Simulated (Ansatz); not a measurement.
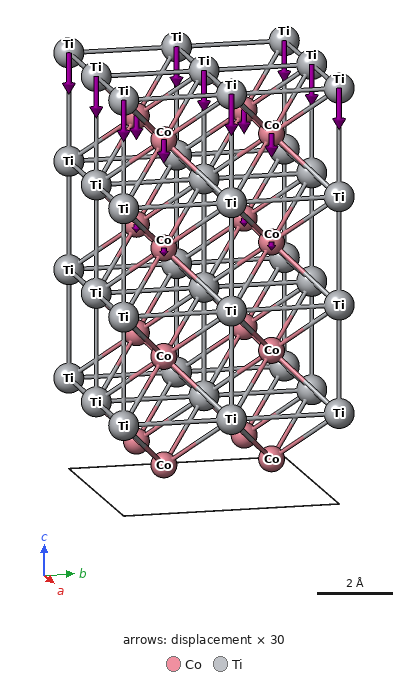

A constrained relaxation of a slab of composition TiCo. The starting structure is drawn; purple arrows show the displacements, magnified 30 times.

A ball-and-stick model of the 2 × 2 repeat of the cell, outlined in the plane, without the vacuum, seen slightly off an axis.

The slab is the (1 0 0) face of TiCo. The run lets the atoms move in a fixed cell, from this start: the (1 0 0) slab of TiCo, cut from the database cell, not relaxed. 4 atoms are held fixed.

These are results of Kohn-Sham DFT of a periodic cell, PBE, PseudoDojo standard (Ansatz), not measurements.

Input
```yaml
crystal:
  lattice:
    - [2.98611099, 0.0, 0.0]
    - [0.0, 2.98611099, 0.0]
    - [0.0, 0.0, 25.451388465]
  atoms:
    - { symbol: Co, position: [0.5, 0.5, 0.2946794046], spin: 2.0 }
    - { symbol: Ti, position: [0.0, 0.0, 0.3533424319], spin: 1.0 }
    - { symbol: Co, position: [0.5, 0.5, 0.4120054591], spin: 2.0 }
    - { symbol: Ti, position: [0.0, 0.0, 0.4706684864], spin: 1.0 }
    - { symbol: Co, position: [0.5, 0.5, 0.5293315136], spin: 2.0 }
    - { symbol: Ti, position: [0.0, 0.0, 0.5879945409], spin: 1.0 }
    - { symbol: Co, position: [0.5, 0.5, 0.6466575681], spin: 2.0 }
    - { symbol: Ti, position: [0.0, 0.0, 0.7053205954], spin: 1.0 }
hamiltonian:
  xc: pbe
  pseudopotentials: { kind: nc, accuracy: standard }
magnetization:
  spin_polarized: true
kpoints:
  mp_grid: { grid: [9, 9, 1] }
scf:
  occupations: { method: fermi_dirac, width: 0.05 }
output:
  forces: true
  eigenvalues: true
relax:
  f_tol: 0.02
  max_steps: 40
  constraints: [{ sites: [0, 1, 2, 3] }]
efield:
  axis: 3
  dipole_correction: true
  ramp_width: 0.04
```

Launched with:
```bash
ansatz run input.yaml --threads 4 --pin off --max-ram 11264MiB --backend cpu --events-out ev --progress --plain --runs-dir out
```

Atoms of which element are displaced furthest, and by how much?

Answer. Titanium: up to 0.039 Å, against 0.023 Å for cobalt.

What did the optimiser do to the structure, and how much energy did it gain?

Answer. The largest move is that of a Ti atom, 0.039 Å along the normal (−c). By element the largest moves are Ti 0.039 Å, Co 0.023 Å. The cell stays as it was. Among the contacts that change: Ti–Ti 2.986 → 2.954 Å, Ti–Ti 2.986 → 2.979 Å, Co–Ti 2.586 → 2.581 Å. The energy falls by 2.3 meV per cell of the calculation in 2 geometry steps. The largest force component goes from 0.13 to 0.016 eV/Å. The program noted that the starting moments weren't kept. The run took 4.2 min on 4 threads of Arm Neoverse V2 (shared host), peak memory 3.1 GiB.

Limits of the set-up: only the magnetic order of this start and cell was tried (total moment 4.2 μB per cell).
